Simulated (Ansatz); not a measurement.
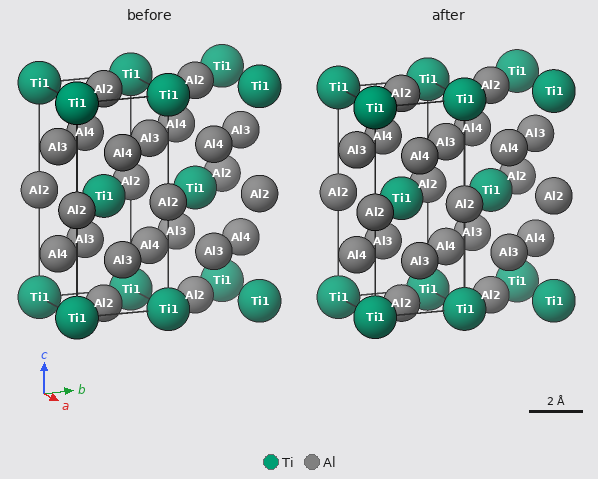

The structure of crystalline TiAl3 (set up in I4/mmm) before (left) and after (right) a relaxation, at one scale.

The picture is a spheres-only view of the conventional cell (2 times the calculation's cell), repeated 1 × 2 × 1 with one cell outlined, seen slightly off an axis. Lengths and directions refer to the drawn axes.

Case: relaxed at 22 GPa.

The calculation used DFT PBE, scalar-relativistic, plane waves, PAW in Ansatz 0.2.0. (plane-wave cutoff 420 eV; k-point mesh 16 × 16 × 16; occupations fermi dirac; smearing width 0.15 eV; target pressure 22 GPa; no spin polarisation; cell and atoms relaxed; force threshold 0.001 eV/Å; at most 60 steps)

Describe what moved and what it gained.

Answer. The atoms keep their places relative to the cell (all moves are under 0.005 Å). The drawn cell changes as follows: a = b 3.744 → 3.663 Å (−2.1 %), c 8.345 → 8.158 Å (−2.2 %); the volume changes by −6.4 %. Some distances before and after: Ti1–Al3 2.803 → 2.741 Å, Al2–Al3 2.803 → 2.741 Å, Ti1–Al2 2.647 → 2.590 Å, Al3–Al4 2.647 → 2.590 Å. The space group stays I4/mmm (No. 139). After 5 accepted moves (7 points after the start) the energy has risen by 94.5 meV per atom. With the target pressure of 22 GPa, the enthalpy E + pV changes by −33.6 meV per atom. All forces vanish by symmetry, so only the cell relaxes. Pressure: 11.00 GPa at the start and 22.00 GPa at the end. At 2 points the geometry stayed and the basis and grid were re-selected for the new cell (energy shift of 0.3 meV per atom at most each time).
